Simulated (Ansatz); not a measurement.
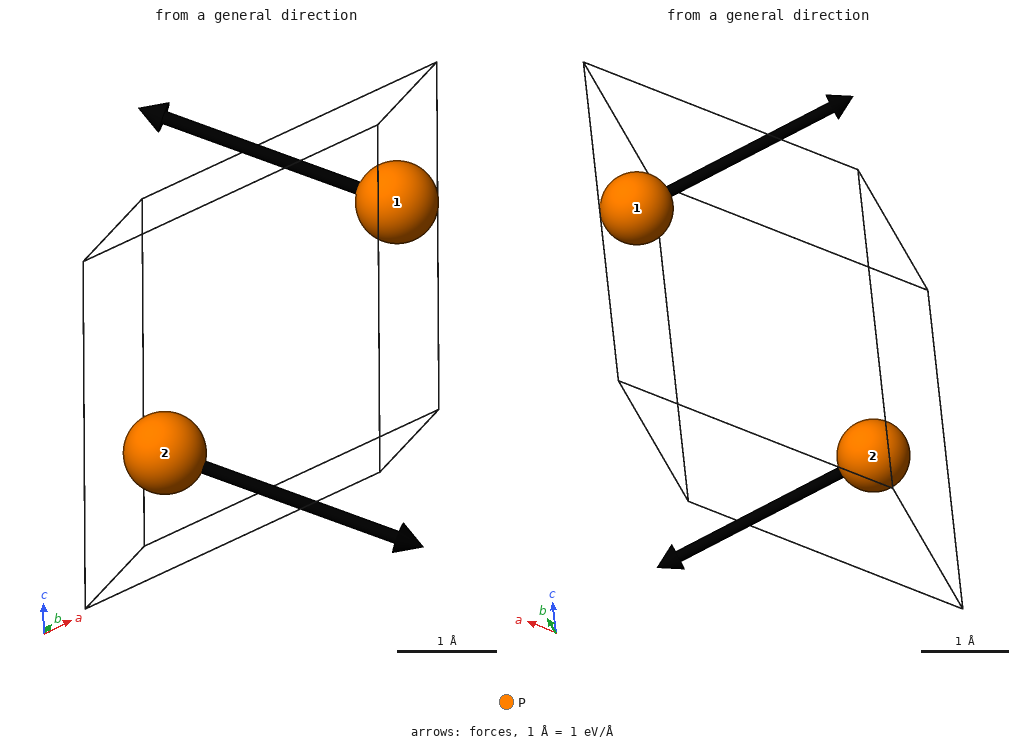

The crystal in a spheres-only representation, seen from two general directions. The wireframe shows the cell (the run's own, in a reduced setting). The arrows are the computed forces on the atoms.

System: P. Run with DFT PBEsol, scalar-relativistic, plane waves, PAW (Ansatz) and these settings: plane waves up to 420 eV, k-points about 0.12 Å⁻¹ apart, Gaussian smearing of 0.15 eV, no spin polarisation.

> Is the structure at a minimum of the energy?

No. The atoms still feel forces of up to about 2.4 eV/Å, far above a usual threshold of 0.01 to 0.03 eV/Å.

> Identify the atom with the maximum force.

P1 and P2, about 2.4 eV/Å.

The structure comes from a structure listed in the Materials Project. The cell was then strained or its atoms displaced on purpose. Ansatz was used for an electronic-structure calculation on it.
